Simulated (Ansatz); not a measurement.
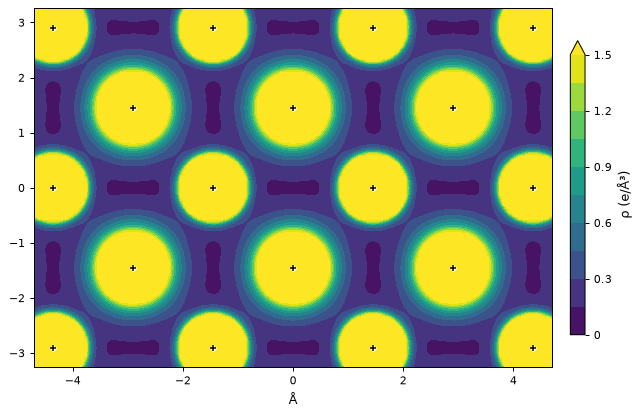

The valence electron density on a plane through atoms (crosses mark nuclei in the plane).

Level of theory: Ansatz, DFT PBEsol, scalar-relativistic, plane waves, PAW.

Candidates:
A. MoSe, a = 5.58 Å, b = 5.58 Å, c = 5.58 Å, α = 90.00°, β = 90.00°, γ = 90.00°. Space group F-43m; started from the zinc blende prototype, which need not be the ambient phase; the program warned that a starting moment wasn't kept; spin-polarised, but the moments vanished.
B. MgO, a = 2.91 Å, b = 2.91 Å, c = 4.42 Å, α = 90.00°, β = 90.00°, γ = 90.00°. Space group I4/mmm; changed on purpose from its base cell (strain -0.025 along x and y, +0.050 along z, atoms carried along); computed pressure about 2 GPa in this cell.
C. CoO, a = 3.20 Å, b = 3.20 Å, c = 5.23 Å, α = 90.00°, β = 90.00°, γ = 120.00°. Space group P6₃mc; a structure from a database of computed crystals, not necessarily the ambient phase; computed pressure about −10 GPa in this cell; spin-polarised.

Question: Which system is this?

Answer: Candidate B: MgO on the (001) plane of the conventional cell, which holds Mg and O. Mg–O (2.05 Å): ρ at the midpoint is about 0.38 e/Å³.
